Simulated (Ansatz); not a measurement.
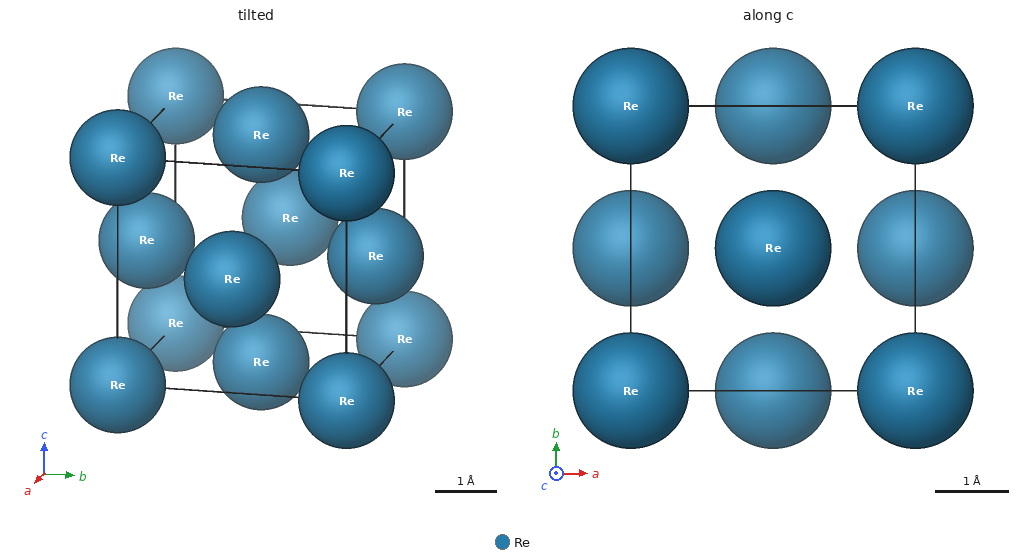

The figure gives a spheres-only picture of the atoms, viewed slightly off an axis and along the c axis. Lines trace the edges of the conventional unit cell.

Re, face-centred cubic (Cu type), space group Fm-3m (No. 225), a = 3.915 Å, b = 3.915 Å, c = 3.915 Å, α = 90.00°, β = 90.00°, γ = 90.00°. Provenance: a random cell made by a generator, so it need not be a real form of the element. Earlier steps of the study, as a rule a relaxation of our own, may have changed the cell and positions, so they can lie some per cent off the listed ones. It was run through Ansatz as a DFT input.

This one geometry was computed with Ansatz (DFT, plane waves, PAW) at four levels of theory: PBEsol, r2SCAN, PBE with spin-orbit coupling and PBE.

**Which level gives the highest pressure at this volume, and what does that say about its equilibrium volume?**

Highest: PBE with spin-orbit coupling (0.5 GPa) and PBE (0.0 GPa), which points to the largest equilibrium volume. Lowest, with the smallest volume: PBEsol (-9.8 GPa). Levels within 0.5 GPa of each other can't be told apart.

**How does the band gap change with the level of theory?**

All levels give a metal.

**Collect the results in a table.**

| level | cutoff (eV) | k-mesh of the run's cell | gap (eV) | pressure (GPa) |
| --- | --- | --- | --- | --- |
| PBEsol | 420 | 28×28×28 | metal | -9.8 |
| r2SCAN | 500 | 28×28×28 | metal | -6.3 |
| PBE with spin-orbit coupling | 420 | 28×28×28 | metal | 0.5 |
| PBE | 420 | 28×28×28 | metal | 0.0 |

Gaps are taken on the k-mesh or band path of each run.
